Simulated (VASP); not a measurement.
**Quasiparticle energies of BP in VASP**

Aim: the quasiparticle gap of BP, and what it costs to get it. The cell is of the zinc-blende type, one of the forms listed for this formula. The start is a cell from a database of measured crystal structures.

Method: PBE; plane waves and PAW (P_GW, B_GW), in the first sound run; inputs show where later runs differ, in VASP 6.6.1.

## 1. Starting point

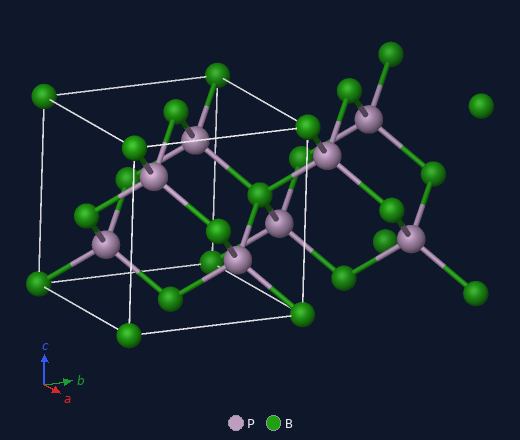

The starting structure, seen slightly off an axis (phosphorus pink, boron green). 1×2×1 cells are drawn. This picture shows the conventional cell, with its axes. Bonds to atoms that aren't drawn are left out. Some periodic images of atoms are drawn too.

## 2. Ground state

The orbitals come from a self-consistent PBE run with a tight EDIFF and a narrow smearing. KPOINTS_OPT adds the bands along a path, which shows whether the mesh holds the band edges.

Contents of INCAR:

```
SYSTEM = BP
PREC = Accurate
ENCUT = 340
EDIFF = 1E-08
NELM = 100
ISMEAR = 0
SIGMA = 0.01
LREAL = .FALSE.
ALGO = Normal
GGA = PE
NBANDS = 10
LORBIT = 11
LWAVE = .TRUE.
LCHARG = .FALSE.
KPAR = 4
```

Contents of POSCAR:

```
BP
1.0
    0.0000000000      2.2690000000      2.2690000000
    2.2690000000      0.0000000000      2.2690000000
    2.2690000000      2.2690000000      0.0000000000
P B
1 1
Direct
    0.7500000000      0.7500000000      0.7500000000
    0.0000000000      0.0000000000      0.0000000000
```

Contents of KPOINTS:

```
Automatic mesh
0
Gamma
6 6 6
0 0 0
```

Contents of KPOINTS_OPT:

```
Line mode
12
Line-mode
Reciprocal
  0.00000000   0.00000000   0.00000000 GAMMA
  0.50000000   0.00000000   0.50000000 X

  0.50000000   0.00000000   0.50000000 X
  0.50000000   0.25000000   0.75000000 W

  0.50000000   0.25000000   0.75000000 W
  0.37500000   0.37500000   0.75000000 K

  0.37500000   0.37500000   0.75000000 K
  0.00000000   0.00000000   0.00000000 GAMMA

  0.00000000   0.00000000   0.00000000 GAMMA
  0.50000000   0.50000000   0.50000000 L

  0.50000000   0.50000000   0.50000000 L
  0.62500000   0.25000000   0.62500000 U

  0.62500000   0.25000000   0.62500000 U
  0.50000000   0.25000000   0.75000000 W

  0.50000000   0.25000000   0.75000000 W
  0.50000000   0.50000000   0.50000000 L

  0.50000000   0.50000000   0.50000000 L
  0.37500000   0.37500000   0.75000000 K

  0.62500000   0.25000000   0.62500000 U
  0.50000000   0.00000000   0.50000000 X
```

PAW data sets: P_GW and B_GW (PBE family, release 64).

Run with:

```sh
$ mpirun -np 4 vasp_std
```

The log of the run:

```text
[banner, memory and clock lines left out]
running    4 mpi-ranks, on    1 nodes
 distrk:  each k-point on    1 cores,    4 groups
 distr:  one band on    1 cores,    1 groups

 POSCAR found type information on POSCAR P B
 POSCAR found :  2 types and       2 ions
 LDA part: xc-table for (Slater+PW92), standard interpolation
 POSCAR, INCAR and KPOINTS ok, starting setup
 FFT: planning ... GRIDC
 FFT: planning ... GRID_SOFT
 FFT: planning ... GRID
 WAVECAR not read
 entering main loop
       N       E                     dE             d eps       ncg     rms          rms(c)
DAV:   1     0.839111538753E+01    0.83911E+01   -0.34640E+03   320   0.597E+02
DAV:   2    -0.130382464831E+02   -0.21429E+02   -0.20218E+02   528   0.124E+02
DAV:   3    -0.136168793553E+02   -0.57863E+00   -0.57606E+00   430   0.166E+01
DAV:   4    -0.136225206308E+02   -0.56413E-02   -0.56380E-02   480   0.203E+00
DAV:   5    -0.136225882378E+02   -0.67607E-04   -0.67605E-04   426   0.179E-01    0.450E+00
DAV:   6    -0.129868592699E+02    0.63573E+00   -0.15681E+00   498   0.706E+00    0.205E+00
DAV:   7    -0.128956855313E+02    0.91174E-01   -0.21442E-01   482   0.270E+00    0.785E-01
DAV:   8    -0.128859872938E+02    0.96982E-02   -0.29611E-02   412   0.106E+00    0.915E-02
DAV:   9    -0.128863431017E+02   -0.35581E-03   -0.73370E-04   396   0.201E-01    0.465E-02
DAV:  10    -0.128864924372E+02   -0.14934E-03   -0.21529E-04   384   0.110E-01    0.114E-02
DAV:  11    -0.128864929741E+02   -0.53688E-06   -0.14471E-05   488   0.244E-02    0.407E-03
DAV:  12    -0.128864940081E+02   -0.10340E-05   -0.18669E-06   392   0.113E-02    0.713E-04
DAV:  13    -0.128864938661E+02    0.14199E-06   -0.71430E-08   446   0.173E-03    0.259E-04
DAV:  14    -0.128864938618E+02    0.43053E-08   -0.72733E-09   322   0.596E-04
   1 F= -.12886494E+02 E0= -.12886494E+02  d E =-.283653E-26
 Start KPOINTS_OPT (optional k-point list driver)
k-point batch [1-16\120]
       N       E                     dE             ncg
DAV:   1     0.525756081502E+03   -0.23781E+04      320
DAV:   2     0.165954122026E+03   -0.35980E+03      554
DAV:   3     0.157852880951E+03   -0.81012E+01      452
DAV:   4     0.157808756164E+03   -0.44125E-01      478
DAV:   5     0.157807919764E+03   -0.83640E-03      456
DAV:   6     0.157807915351E+03   -0.44131E-05      464
DAV:   7     0.157807915296E+03   -0.55587E-07      488
DAV:   8     0.157807915296E+03    0.30127E-10      488
[...]
k-point batch [113-120\120]
       N       E                     dE             ncg
DAV:   1     0.255704457798E+04   -0.21499E+04      160
DAV:   2     0.241270054308E+04   -0.14434E+03      288
DAV:   3     0.241032844247E+04   -0.23721E+01      246
DAV:   4     0.241031693950E+04   -0.11503E-01      256
DAV:   5     0.241031690699E+04   -0.32513E-04      224
DAV:   6     0.241031690672E+04   -0.26673E-06      240
DAV:   7     0.241031690672E+04   -0.42901E-08      240
 writing wavefunctions
```

Wall time 2 s (4 MPI ranks of Intel Xeon 6975P-C (Granite Rapids), shared host); peak memory 0.46 GiB.

The logs omit lines about the potential files and the build; timing stands in the text.

OUTCAR, selected parts (step 2):

```text
ion  position               nearest neighbor table
   1  0.750  0.750  0.750-   2 1.97   2 1.97   2 1.97   2 1.97
   2  0.000  0.000  0.000-   1 1.97   1 1.97   1 1.97   1 1.97

  LATTYP: Found a face centered cubic cell.
 ALAT       =     4.5380000000

 Subroutine GETGRP returns: Found 24 space group operations
 (whereof 24 operations were pure point group operations)

The static configuration has the point symmetry T_d .

 Found     16 irreducible k-points:

   k-points           NKPTS =     16   k-points in BZ     NKDIM =     16   number of bands    NBANDS=     10

   dimension x,y,z NGX =    20 NGY =   20 NGZ =   20
   dimension x,y,z NGXF=    40 NGYF=   40 NGZF=   40

   ENCUT  =  340.0 eV  24.99 Ry    5.00 a.u.   4.82  4.82  4.82*2*pi/ulx,y,z

   NELECT =       8.0000    total number of electrons

 k-points in reciprocal lattice and weights: Automatic mesh
   0.00000000  0.00000000  0.00000000       0.005
   0.16666667  0.00000000  0.00000000       0.037
   0.33333333  0.00000000  0.00000000       0.037
   0.50000000  0.00000000  0.00000000       0.019
   0.16666667  0.16666667  0.00000000       0.028
   0.33333333  0.16666667  0.00000000       0.111
   0.50000000  0.16666667  0.00000000       0.111
  -0.33333333  0.16666667  0.00000000       0.111
  -0.16666667  0.16666667  0.00000000       0.056
[...]
-0.33333333  0.33333333  0.16666667       0.111
  -0.33333333  0.50000000  0.16666667       0.056

 average (electrostatic) potential at core
       1 -72.7025       2 -25.0907

 E-fermi :   7.2114

 k-point     1 :       0.0000    0.0000    0.0000
  band No.  band energies     occupation
      1      -8.3243      2.00000
      2       7.1395      2.00000
      3       7.1395      2.00000
      4       7.1395      2.00000
      5      10.5408      0.00000
      6      10.5408      0.00000
      7      10.5408      0.00000
      8      14.5124      0.00000
      9      18.6608      0.00000
    ...

 k-point     2 :       0.1667    0.0000    0.0000
  band No.  band energies     occupation
      1      -7.8264      2.00000
      2       4.3046      2.00000
      3       6.4757      2.00000
      4       6.4757      2.00000
      5      11.1567      0.00000
      6      11.4438      0.00000
      7      11.4438      0.00000
      8      15.8049      0.00000
      9      18.0116      0.00000
    ...

 k-point     3 :       0.3333    0.0000    0.0000
  band No.  band energies     occupation
      1      -6.4090      2.00000
      2       0.4080      2.00000
      3       5.6732      2.00000
      4       5.6732      2.00000
      5      11.0303      0.00000
      6      11.9922      0.00000
      7      11.9922      0.00000
      8      17.2556      0.00000
      9      18.9582      0.00000
    ...

  Total        0.0918962      0.0918962      0.0918962      0.0000000     -0.0000000      0.0000000
  in kB        6.3019465      6.3019465      6.3019465      0.0000000     -0.0000000      0.0000000
  external PRESSURE =       6.3019465 kB  Pullay stress =       0.0000000 kB

  energy-cutoff  :      340.00
  volume of cell :       23.36
      direct lattice vectors                 reciprocal lattice vectors
     0.000000000  2.269000000  2.269000000    -0.220361393  0.220361393  0.220361393
     2.269000000  0.000000000  2.269000000     0.220361393 -0.220361393  0.220361393
     2.269000000  2.269000000  0.000000000     0.220361393  0.220361393 -0.220361393

 POSITION                                       TOTAL-FORCE (eV/Angst)
 -----------------------------------------------------------------------------------
      3.40350      3.40350      3.40350         0.000000     -0.000000     -0.000000
      0.00000      0.00000      0.00000        -0.000000      0.000000      0.000000
 -----------------------------------------------------------------------------------
    total drift:                                0.000000      0.000000      0.000000

  FREE ENERGIE OF THE ION-ELECTRON SYSTEM (eV)
  ---------------------------------------------------
  free  energy   TOTEN  =       -12.8864938618 eV

  energy  without entropy=      -12.8864938618  energy(sigma->0) =      -12.88649386

 total charge
# of ion       s       p       d       tot
------------------------------------------
    1        1.085   1.778   0.145   3.008
    2        0.640   1.207   0.000   1.847
--------------------------------------------------
tot          1.725   2.985   0.145   4.855

[... 3 further parts left out ...]
```

Numbers from this step:

```yaml
free_energy_toten: -12.89 eV
fermi_energy: 7.211 eV
pressure: 0.6302 GPa
least_gap_on_mesh_and_path: 1.235 eV
least_direct_gap_on_mesh_and_path: 3.401 eV
```

The highest empty bands on the path are converged less tightly, to about 0.1 eV. Electronic bands along the path, in eV, zero at the valence-band top; v1 is the highest filled band, c1 the lowest empty one:

```
    point     v3     v2     v1    c1    c2     c3     c4
        Γ   0.00   0.00   0.00  3.40  3.40   3.40   7.37
        X  -8.59  -4.11  -4.11  1.33  1.66  12.08  12.08
        W  -8.06  -5.67  -5.47  5.33  6.76   7.24   7.44
        K  -8.17  -6.22  -3.50  2.14  6.00   9.71  10.60
        Γ   0.00   0.00   0.00  3.40  3.40   3.40   7.37
        L  -9.04  -1.76  -1.76  3.77  4.71   4.71  10.14
        U  -8.17  -6.22  -3.50  2.14  6.00   9.71  10.60
        W  -8.06  -5.67  -5.47  5.33  6.76   7.24   7.44
        L  -9.04  -1.76  -1.76  3.77  4.71   4.71  10.14
        K  -8.17  -6.22  -3.50  2.14  6.00   9.71  10.60
jump to U  -8.17  -6.22  -3.50  2.14  6.00   9.71  10.60
        X  -8.59  -4.11  -4.11  1.33  1.66  12.08  12.08
```

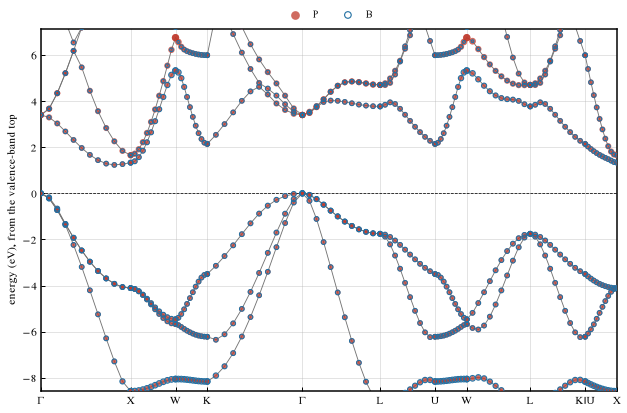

Electronic bands along the path; dots are coloured as in the legend, and their area grows with the weight.

The cell has a gap of 1.23 eV on mesh and path.

## 3. Empty bands

The next step needs empty bands that the ground-state run didn't converge, so the Hamiltonian is diagonalised exactly for NBANDS bands, in a single step. LOPTICS writes the k-derivatives of the orbitals (WAVEDER), which give the long-wavelength limit of the screening.

Contents of INCAR:

```
SYSTEM = BP
PREC = Accurate
ENCUT = 340
ISMEAR = 0
SIGMA = 0.01
LREAL = .FALSE.
GGA = PE
NBANDS = 132
ALGO = Exact
NELM = 1
LWAVE = .TRUE.
LCHARG = .FALSE.
LOPTICS = .TRUE.
NEDOS = 1000
CSHIFT = 0.1
```

POSCAR is that of step 2.

KPOINTS is that of step 2.

Run with:

```sh
$ mpirun -np 4 vasp_std
```

The log of the run:

```text
[banner, memory and clock lines left out]
running    4 mpi-ranks, on    1 nodes
 distrk:  each k-point on    4 cores,    1 groups
 distr:  one band on    1 cores,    4 groups

 POSCAR found type information on POSCAR P B
 POSCAR found :  2 types and       2 ions
 LDA part: xc-table for (Slater+PW92), standard interpolation
 found WAVECAR, reading the header
  number of bands has changed, file:    10 present:   132
  trying to continue reading WAVECAR, but it might fail
 POSCAR, INCAR and KPOINTS ok, starting setup
 FFT: planning ... GRIDC
 FFT: planning ... GRID_SOFT
 FFT: planning ... GRID
 reading WAVECAR
 random initialization beyond band           10
 the WAVECAR file was read successfully
 initial charge from wavefunction
 entering main loop
       N       E                     dE             d eps       ncg     rms          rms(c)
DIA:   1    -0.128864938520E+02   -0.12886E+02    0.00000E+00     0   0.000E+00
   1 F= -.12886494E+02 E0= -.12886494E+02  d E =-.155175-132
 writing wavefunctions
 optical routines
 imaginary and real dielectric function
 recalculating local potential from charge density
 direction            1
 direction            2
 direction            3
```

Wall time 1.4 s (4 MPI ranks); peak memory 0.44 GiB.

OUTCAR, selected parts (step 3):

```text
The static configuration has the point symmetry T_d .

 Found     16 irreducible k-points:

   k-points           NKPTS =     16   k-points in BZ     NKDIM =     16   number of bands    NBANDS=    132

   NELECT =       8.0000    total number of electrons

 E-fermi :   7.3117

 k-point     1 :       0.0000    0.0000    0.0000
  band No.  band energies     occupation
      1      -8.3243      2.00000
      2       7.1395      2.00000
      3       7.1395      2.00000
      4       7.1395      2.00000
      5      10.5408      0.00000
      6      10.5408      0.00000
      7      10.5408      0.00000
      8      14.5124      0.00000
      9      18.6606      0.00000
    ...

  Total        0.0919372      0.0919372      0.0919372      0.0000000     -0.0000000      0.0000000
  in kB        6.3047595      6.3047595      6.3047595      0.0000000     -0.0000000      0.0000000
  external PRESSURE =       6.3047595 kB  Pullay stress =       0.0000000 kB

  FREE ENERGIE OF THE ION-ELECTRON SYSTEM (eV)
  ---------------------------------------------------
  free  energy   TOTEN  =       -12.8864938520 eV

  energy  without entropy=      -12.8864938520  energy(sigma->0) =      -12.88649385

 plasma frequency squared (from intraband transitions) (eV^2)
  --------------------------------------------------------------------------------------
       0.000      -0.000       0.000
      -0.000       0.000       0.000
       0.000       0.000       0.000

[... 13 parts as in an earlier step ...]

[... 1 further part left out ...]
```

WAVECAR now holds 132 bands for 8 electrons. Its independent-particle dielectric tensor has xx, yy, zz = 10.7, 10.7, 10.7 on this mesh, which isn't tested for convergence in mesh or bands and lacks local fields.

[end of part 1 of 3]

[Lines on the potential files, build, host, timing and source positions are cut from VASP's logs without a mark.]

[Logs are printed without paths, hosts, clocks, repeated set-up lines and the standing remarks that a program may print on its own settings, such as how far it seeks lower states.]

[Hosts, paths, dates, database ids (printed as entryN), source tags and the programs' standing remarks are cut or masked in the printed files.]

[Pressures printed for these runs are not shown converged in the cutoff: they can be off by several GPa and have the wrong sign.]
